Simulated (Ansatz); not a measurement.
System: zincblende GaP, space group F-43m (No. 216), 2 atoms in the primitive cell.

```
Ga P
1.0
     0.00000    2.72525    2.72525
     2.72525    0.00000    2.72525
     2.72525    2.72525    0.00000
Ga P
1 1
Direct
  0.00000 0.00000 0.00000
  0.75000 0.75000 0.75000
```

Level of theory: PBEsol, all-electron LAPW, no spin polarisation, no spin-orbit coupling, 6×6×6 k mesh, Fermi-Dirac smearing of 0.05 eV; code Ansatz 0.2.0.

What does the calculation give for the electronic structure? The path is Γ–X–W–K–Γ–L–U–W.

A semiconductor. The gap along this path is 1.46 eV and indirect, from the valence-band top at Γ to the conduction-band bottom between Γ and X; the smallest direct gap is 1.74 eV, at Γ. At X the lowest conduction band lies only 0.05 eV higher. Three bands meet at the valence-band top at Γ: it is triply degenerate (spin aside). The direct gaps are 4.35 eV at K, 2.71 eV at L and 4.22 eV at X.

Measured GaP has its conduction bottom near X; the order of its valleys hangs on the functional and the volume. LDA, GGA and most meta-GGA functionals understate gaps.

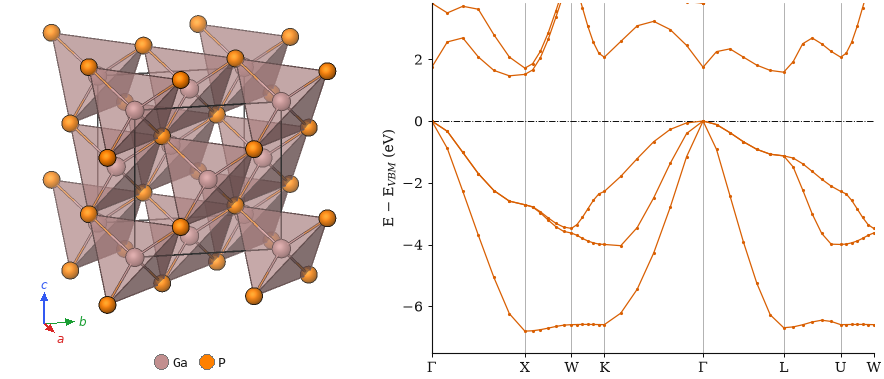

Band structure, beside the structure. Energies are counted from the top of the valence band. The path runs straight from each named point to the next. The path has few k points, so lines between them are rough.
